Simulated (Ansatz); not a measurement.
**Al₃₂H: geometry relaxation (part 2 of 2)**

Continued. System: Al₃₂H (defect cell, 33 atoms in the cell). Method: DFT PBE-D3(BJ), scalar-relativistic, plane waves, PAW, no spin polarisation (Ansatz 0.2.0); cutoff 420 eV, 3×3×3 k-mesh, Fermi–Dirac smearing of 0.05 eV. It belongs to a series of runs on one base structure; here: end point B relaxed.

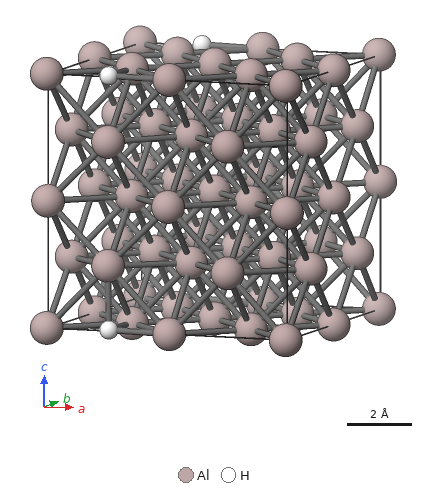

Figure 1. The geometry at step 2 of the log (ball-and-stick view of the cell of the calculation, seen slightly off an axis).

### Log, continued
```
--- Forces (eV/Å), atoms counted from 1 ---
  atom   1  Al    -0.00122225     0.00246083     0.00100867
  atom   2  Al     0.00001283     0.00219333     0.00016258
  atom   3  Al     0.00001155     0.00037745     0.00234422
  atom   4  Al     0.00180074     0.00244297     0.00100260
  atom   5  Al     0.00009612     0.00903129     0.00106568
  atom   6  Al     0.00252991     0.00023216     0.00015123
  atom   7  Al     0.00000620    -0.00249960     0.00013699
  atom   8  Al     0.00009344     0.00253918     0.00208272
  atom   9  Al    -0.00209332    -0.00251140    -0.00228731
  atom  10  Al     0.00000147     0.00000443     0.00225904
  atom  11  Al     0.00244328     0.00036630     0.00009249
  atom  12  Al     0.00000362     0.00208235     0.00002338
  atom  13  Al     0.00000814     0.00035197    -0.00247621
  atom  14  Al    -0.00254179     0.00022549     0.00015008
  atom  15  Al     0.00008050     0.00700852     0.00088873
  atom  16  Al     0.00202706    -0.00248498    -0.00226225
  atom  17  Al     0.00001293     0.00026089     0.00244906
  atom  18  Al    -0.00176822     0.00117697    -0.00192553
  atom  19  Al    -0.00245554     0.00036374     0.00008916
  atom  20  Al     0.00001345     0.00221056     0.00012084
  atom  21  Al     0.00237977    -0.00002757    -0.00001235
  atom  22  Al    -0.00000241    -0.00269068    -0.00004535
  atom  23  Al     0.00008747     0.00234239     0.00425858
  atom  24  Al    -0.00188521    -0.00227085     0.00163793
  atom  25  Al    -0.00000090    -0.00006390    -0.00250988
  atom  26  Al     0.00173386     0.00118258    -0.00192314
  atom  27  Al    -0.00240288    -0.00003367    -0.00001470
  atom  28  Al     0.00001100    -0.00251572     0.00005429
  atom  29  Al     0.00183312    -0.00225378     0.00162682
  atom  30  Al     0.00001177     0.00019421    -0.00257759
  atom  31  Al    -0.00179846     0.00126484     0.00160501
  atom  32  Al     0.00177451     0.00127600     0.00161304
  atom  33  H     -0.00080156    -0.02223351    -0.00878774
  max |Σ_I F_I| component: 2.77e-6 eV/Å
--- Band table (eV; the first three rows and the last of 14) ---
  k-point 0: bands = ["-3.3291", "-1.6996", "-0.9677", "-0.9673", "-0.9406", "-0.9406", "-0.9405", "0.3718", "1.2173", "1.2179", "1.2482", "1.2482", "1.2484", "1.2531", "1.2531", "1.2532", "1.2742", "1.2743", "1.2743", "2.8745", "3.3502", "3.3503", "3.3503", "3.5005", "3.5010", "3.5010", "3.5504", "4.9775", "4.9796", "4.9796", "5.5845", "6.3026", "6.3027", "6.9857", "7.0028", "7.0029", "7.0348", "7.0349", "7.0352", "7.0520", "7.0521", "7.0522", "7.0928", "7.0928", "7.0928", "7.1157", "8.0409", "8.0412", "8.0908", "8.0909", "8.0909", "8.9346", "8.9370", "8.9375", "8.9654", "8.9659", "8.9664", "9.0580", "9.0588", "9.0591", "9.1069", "9.1069", "9.1069", "9.1400", "9.1402", "9.1651", "9.1658", "9.1658", "9.1789", "9.9180", "10.5744", "10.5759", "10.5831", "10.5833", "10.5841", "10.6359", "10.6359", "10.6364", "10.6463", "10.6466", "10.6466", "13.1173"]
  k-point 1: bands = ["-3.1005", "-2.3303", "-1.3034", "-0.7213", "-0.6942", "-0.6942", "-0.2565", "0.0160", "0.0428", "0.0428", "0.6682", "1.1391", "1.4933", "1.4934", "1.5170", "1.9550", "2.2196", "2.2197", "2.2426", "2.6953", "2.9173", "2.9225", "2.9502", "2.9502", "4.5599", "5.0330", "5.0394", "5.0643", "5.0644", "5.0999", "5.1000", "5.1219", "5.2088", "5.2089", "5.8955", "5.8973", "6.1061", "6.5450", "6.8857", "7.1745", "7.1823", "7.1829", "7.2157", "7.2530", "7.2577", "7.2579", "7.2816", "7.3233", "7.9379", "7.9401", "7.9729", "8.0139", "8.1918", "8.6547", "8.6549", "8.6921", "8.7224", "8.7225", "8.7844", "9.2207", "9.4324", "9.4560", "9.4561", "10.1115", "10.2307", "10.6859", "10.6892", "10.7359", "10.7490", "10.7491", "10.7794", "10.8312", "10.9720", "10.9872", "10.9873", "11.7718", "12.0653", "12.1258", "12.1979", "12.2074", "12.2076", "12.2291"]
  k-point 2: bands = ["-3.1004", "-2.3303", "-1.3034", "-0.7211", "-0.6942", "-0.6942", "-0.2569", "0.0162", "0.0428", "0.0428", "0.6682", "1.1393", "1.4934", "1.4935", "1.5170", "1.9547", "2.2197", "2.2197", "2.2426", "2.6949", "2.9174", "2.9227", "2.9502", "2.9502", "4.5599", "5.0330", "5.0396", "5.0642", "5.0642", "5.1001", "5.1001", "5.1219", "5.2089", "5.2089", "5.8970", "5.8973", "6.1039", "6.5450", "6.8858", "7.1750", "7.1823", "7.1824", "7.2157", "7.2533", "7.2577", "7.2577", "7.2816", "7.3233", "7.9397", "7.9401", "7.9730", "8.0139", "8.1895", "8.6549", "8.6549", "8.6922", "8.7224", "8.7224", "8.7844", "9.2201", "9.4325", "9.4560", "9.4561", "10.1113", "10.2307", "10.6883", "10.6889", "10.7361", "10.7493", "10.7493", "10.7793", "10.8299", "10.9723", "10.9872", "10.9872", "11.7698", "12.0654", "12.1258", "12.1981", "12.2075", "12.2075", "12.2289"]
  k-point 13: bands = ["-2.6772", "-2.0564", "-1.6960", "-1.6959", "-1.1812", "-0.9538", "-0.9537", "-0.2949", "0.7770", "1.2463", "1.2465", "1.5935", "1.9702", "1.9705", "1.9743", "1.9745", "1.9776", "2.5245", "2.6987", "2.6987", "3.1940", "3.3972", "3.3973", "3.8144", "4.1051", "4.1054", "4.1107", "4.1108", "4.1125", "4.5399", "4.7105", "4.7106", "4.9329", "4.9655", "4.9656", "5.4541", "5.5657", "5.5658", "6.6583", "6.9105", "6.9107", "6.9405", "6.9584", "6.9585", "7.4575", "7.6210", "7.6212", "7.6466", "7.6686", "7.6686", "8.3155", "8.6152", "8.9147", "8.9147", "9.2455", "9.3914", "9.3915", "9.5374", "9.7122", "9.7123", "9.7730", "9.9412", "9.9415", "9.9821", "9.9962", "9.9962", "10.3995", "10.4157", "10.4166", "10.6118", "10.6623", "10.6625", "12.1043", "12.4535", "12.4538", "12.5120", "12.6868", "12.6872", "12.7140", "12.7454", "12.7456", "12.7516"]
--- Relaxed structure (3 steps of the walk, 3 accepted, 0 SCFs on fresh bases) ---
  F+E_penalty+E_count = -17226.79943688 eV   max|allowed force component| = 2.223e-2 eV/Å
  atoms:
    - { symbol: Al, position: [0.5058143535337146, -0.00021620205807205414, -9.093500027944159e-5] }
    - { symbol: Al, position: [0.75000084712333, 0.25120649767619185, -1.65939043791397e-5] }
    - { symbol: Al, position: [0.7500017485963405, -3.0198909208224542e-5, 0.2512502391484644] }
    - { symbol: Al, position: [-0.005782451529327701, -0.00021459640902363796, -9.02809174595984e-5] }
    - { symbol: Al, position: [0.24999069122722678, 0.2563478153224498, -0.0001009453247398588] }
    - { symbol: Al, position: [0.5013008957107608, 0.5000616061849121, -1.0912350087439634e-5] }
    - { symbol: Al, position: [0.7500037016448028, 0.748685981112199, -4.976187592544308e-6] }
    - { symbol: Al, position: [0.24999128762721348, -0.0002248496457233976, 0.2559953213958952] }
    - { symbol: Al, position: [0.49966007908681614, 0.24969284702352082, 0.24967033727589508] }
    - { symbol: Al, position: [0.75000179588548, 0.5000482412665869, 0.25088391695916695] }
    - { symbol: Al, position: [0.5012784018573909, -2.4882993299437934e-5, 0.5000253249686104] }
    - { symbol: Al, position: [0.7500021398206205, 0.25091068009147977, 0.5000234572073892] }
    - { symbol: Al, position: [0.7500029481367539, -1.8564550990770452e-5, 0.7487043130008869] }
    - { symbol: Al, position: [-0.0013054017522451224, 0.5000644534235962, -1.0460872379621314e-5] }
    - { symbol: Al, position: [0.249992281153372, 0.7444844458126356, -8.364741576393632e-5] }
    - { symbol: Al, position: [0.000346622559351282, 0.249689574416424, 0.2496660915697954] }
    - { symbol: Al, position: [0.2499987957022929, 0.5000472335597381, 0.25127620709563847] }
    - { symbol: Al, position: [0.49960674463075827, 0.7504509438676339, 0.24963282636243908] }
    - { symbol: Al, position: [-0.00128265867590489, -2.3806809202160264e-5, 0.5000265219922114] }
    - { symbol: Al, position: [0.24999847808503187, 0.2512107850718762, 0.5000095304370838] }
    - { symbol: Al, position: [0.5008704315464599, 0.5000426545938863, 0.500017376246272] }
    - { symbol: Al, position: [0.7500010222781772, 0.7491535649347228, 0.5000114168779459] }
    - { symbol: Al, position: [0.24999194172224878, -0.00020740723717265874, 0.744350692821139] }
    - { symbol: Al, position: [0.4996196800552562, 0.24966958621767824, 0.750396719270203] }
    - { symbol: Al, position: [0.750001324755396, 0.5000362018392032, 0.7491420476543008] }
    - { symbol: Al, position: [0.00039743624611226304, 0.7504516992354804, 0.2496342563796436] }
    - { symbol: Al, position: [-0.0008680504135024037, 0.5000415395880894, 0.5000169060154519] }
    - { symbol: Al, position: [0.24999954972646327, 0.7486803322187091, 0.5000403616251] }
    - { symbol: Al, position: [0.0003858767280813856, 0.24966876673303628, 0.7503998255754063] }
    - { symbol: Al, position: [0.249999245970212, 0.5000780118526199, 0.7486751079304124] }
    - { symbol: Al, position: [0.49962645451503496, 0.7504484836959144, 0.7504084440572881] }
    - { symbol: Al, position: [0.0003768867094697335, 0.7504470932307574, 0.7504061740662745] }
    - { symbol: H, position: [0.2502688397368131, 0.006911789643351486, 1.0029076960397687] }
```

### Trajectory as extended XYZ (Å, eV, eV/Å), 3 frames, from step=1 to step=3
```
33
Lattice="8.1000 0.0000 0.0000 0.0000 8.1000 0.0000 0.0000 0.0000 8.1000" Properties=species:S:1:pos:R:3:forces:R:3 step=1 energy=-17226.74480
Al    4.0500    0.0000    0.0000    0.3794  -0.0135  -0.0056
Al    6.0750    2.0250    0.0000   -0.0001   0.0077  -0.0012
Al    6.0750    0.0000    2.0250   -0.0001  -0.0026   0.0079
Al    0.0000    0.0000    0.0000   -0.3761  -0.0133  -0.0056
Al    2.0250    2.0250    0.0000   -0.0006   0.4337  -0.0066
Al    4.0500    4.0500    0.0000    0.0079  -0.0012  -0.0010
Al    6.0750    6.0750    0.0000    0.0000  -0.0081  -0.0009
Al    2.0250    0.0000    2.0250   -0.0006  -0.0143   0.3978
Al    4.0500    2.0250    2.0250   -0.0077  -0.0055  -0.0068
Al    6.0750    4.0500    2.0250    0.0000   0.0005   0.0275
Al    4.0500    0.0000    4.0500    0.0080  -0.0024  -0.0005
Al    6.0750    2.0250    4.0500    0.0000   0.0284   0.0002
Al    6.0750    0.0000    6.0750    0.0000  -0.0023  -0.0081
Al    0.0000    4.0500    0.0000   -0.0079  -0.0011  -0.0010
Al    2.0250    6.0750    0.0000   -0.0005  -0.3435  -0.0049
Al    0.0000    2.0250    2.0250    0.0080  -0.0057  -0.0069
Al    2.0250    4.0500    2.0250   -0.0001  -0.0016   0.0078
Al    4.0500    6.0750    2.0250   -0.0099   0.0130  -0.0090
Al    0.0000    0.0000    4.0500   -0.0080  -0.0024  -0.0005
Al    2.0250    2.0250    4.0500   -0.0001   0.0077  -0.0009
Al    4.0500    4.0500    4.0500    0.0270   0.0006   0.0002
Al    6.0750    6.0750    4.0500    0.0000  -0.0260   0.0003
Al    2.0250    0.0000    6.0750   -0.0005  -0.0126  -0.3614
Al    4.0500    2.0250    6.0750   -0.0091  -0.0068   0.0103
Al    6.0750    4.0500    6.0750    0.0000   0.0007  -0.0265
Al    0.0000    6.0750    2.0250    0.0102   0.0130  -0.0090
Al    0.0000    4.0500    4.0500   -0.0269   0.0006   0.0003
Al    2.0250    6.0750    4.0500   -0.0001  -0.0081  -0.0001
Al    0.0000    2.0250    6.0750    0.0094  -0.0069   0.0104
Al    2.0250    4.0500    6.0750   -0.0001  -0.0008  -0.0080
Al    4.0500    6.0750    6.0750   -0.0099   0.0130   0.0112
Al    0.0000    6.0750    6.0750    0.0101   0.0130   0.0111
H     2.0274    0.0613    8.1256   -0.0019  -0.0532  -0.0208
33
Lattice="8.1000 0.0000 0.0000 0.0000 8.1000 0.0000 0.0000 0.0000 8.1000" Properties=species:S:1:pos:R:3:forces:R:3 step=2 energy=-17226.79803
Al    4.1017   -0.0019   -0.0008   -0.0420   0.0004   0.0002
Al    6.0750    2.0337   -0.0003    0.0000   0.0151   0.0006
Al    6.0750   -0.0006    2.0340    0.0000   0.0016   0.0160
Al   -0.0515   -0.0019   -0.0008    0.0430   0.0005   0.0002
Al    2.0249    2.0798   -0.0008    0.0000  -0.0237  -0.0001
Al    4.0593    4.0503   -0.0002    0.0171  -0.0009   0.0007
Al    6.0750    6.0654   -0.0002    0.0000  -0.0176   0.0007
Al    2.0249   -0.0020    2.0777    0.0000   0.0002  -0.0360
Al    4.0496    2.0248    2.0247   -0.0134  -0.0144  -0.0138
Al    6.0750    4.0503    2.0321    0.0000  -0.0002  -0.0015
Al    4.0592   -0.0006    4.0501    0.0165   0.0016  -0.0004
Al    6.0750    2.0322    4.0502    0.0000  -0.0018   0.0000
Al    6.0750   -0.0005    6.0656    0.0000   0.0017  -0.0170
Al   -0.0094    4.0503   -0.0002   -0.0171  -0.0008   0.0007
Al    2.0249    6.0245   -0.0008    0.0000   0.0534   0.0003
Al    0.0004    2.0248    2.0247    0.0134  -0.0144  -0.0138
Al    2.0250    4.0502    2.0341    0.0001  -0.0010   0.0166
Al    4.0493    6.0761    2.0245   -0.0146   0.0138  -0.0149
Al   -0.0093   -0.0006    4.0501   -0.0166   0.0016  -0.0004
Al    2.0250    2.0337    4.0500    0.0001   0.0153  -0.0005
Al    4.0570    4.0503    4.0501   -0.0012  -0.0003  -0.0001
Al    6.0750    6.0681    4.0501    0.0000   0.0002  -0.0003
Al    2.0249   -0.0019    6.0241    0.0000   0.0007   0.0477
Al    4.0493    2.0247    6.0758   -0.0140  -0.0148   0.0135
Al    6.0750    4.0503    6.0681    0.0000  -0.0004   0.0008
Al    0.0007    6.0761    2.0245    0.0146   0.0138  -0.0149
Al   -0.0070    4.0503    4.0501    0.0012  -0.0003  -0.0001
Al    2.0250    6.0654    4.0502    0.0001  -0.0177  -0.0003
Al    0.0007    2.0247    6.0758    0.0139  -0.0149   0.0136
Al    2.0250    4.0504    6.0655    0.0001  -0.0007  -0.0176
Al    4.0495    6.0760    6.0757   -0.0149   0.0142   0.0146
Al    0.0005    6.0760    6.0757    0.0149   0.0143   0.0147
H     2.0274    0.0629    8.1264   -0.0008  -0.0245  -0.0094
33
Lattice="8.1000 0.0000 0.0000 0.0000 8.1000 0.0000 0.0000 0.0000 8.1000" Properties=species:S:1:pos:R:3:forces:R:3 step=3 energy=-17226.79944
Al    4.0971   -0.0018   -0.0007   -0.0012   0.0025   0.0010
Al    6.0750    2.0348   -0.0001    0.0000   0.0022   0.0002
Al    6.0750   -0.0002    2.0351    0.0000   0.0004   0.0023
Al   -0.0468   -0.0017   -0.0007    0.0018   0.0024   0.0010
Al    2.0249    2.0764   -0.0008    0.0001   0.0090   0.0011
Al    4.0605    4.0505   -0.0001    0.0025   0.0002   0.0002
Al    6.0750    6.0644    0.0000    0.0000  -0.0025   0.0001
Al    2.0249   -0.0018    2.0736    0.0001   0.0025   0.0021
Al    4.0472    2.0225    2.0223   -0.0021  -0.0025  -0.0023
Al    6.0750    4.0504    2.0322    0.0000   0.0000   0.0023
Al    4.0604   -0.0002    4.0502    0.0024   0.0004   0.0001
Al    6.0750    2.0324    4.0502    0.0000   0.0021   0.0000
Al    6.0750   -0.0001    6.0645    0.0000   0.0004  -0.0025
Al   -0.0106    4.0505   -0.0001   -0.0025   0.0002   0.0001
Al    2.0249    6.0303   -0.0007    0.0001   0.0070   0.0009
Al    0.0028    2.0225    2.0223    0.0020  -0.0025  -0.0023
Al    2.0250    4.0504    2.0353    0.0000   0.0003   0.0024
Al    4.0468    6.0787    2.0220   -0.0018   0.0012  -0.0019
Al   -0.0104   -0.0002    4.0502   -0.0025   0.0004   0.0001
Al    2.0250    2.0348    4.0501    0.0000   0.0022   0.0001
Al    4.0571    4.0503    4.0501    0.0024   0.0000   0.0000
Al    6.0750    6.0681    4.0501    0.0000  -0.0027   0.0000
Al    2.0249   -0.0017    6.0292    0.0001   0.0023   0.0043
Al    4.0469    2.0223    6.0782   -0.0019  -0.0023   0.0016
Al    6.0750    4.0503    6.0681    0.0000  -0.0001  -0.0025
Al    0.0032    6.0787    2.0220    0.0017   0.0012  -0.0019
Al   -0.0070    4.0503    4.0501   -0.0024   0.0000   0.0000
Al    2.0250    6.0643    4.0503    0.0000  -0.0025   0.0001
Al    0.0031    2.0223    6.0782    0.0018  -0.0023   0.0016
Al    2.0250    4.0506    6.0643    0.0000   0.0002  -0.0026
Al    4.0470    6.0786    6.0783   -0.0018   0.0013   0.0016
Al    0.0031    6.0786    6.0783    0.0018   0.0013   0.0016
H     2.0272    0.0560    8.1236   -0.0008  -0.0222  -0.0088
```

### Key numbers

| quantity | value |
| --- | --- |
| outcome | converged |
| electrons treated | 97 |
| free energy | −17226.7994 eV |
| Fermi energy | 7.810 eV |
| final volume | 531.44 Å³ |
| largest force (length of the vector) at the end | 0.024 eV/Å |
| hardware | 4 threads of AMD EPYC (Zen 4), 16 GiB of memory available, shared host |
| wall time | 24 s (CPU time 92 s) |
| peak memory | 1.5 GiB |
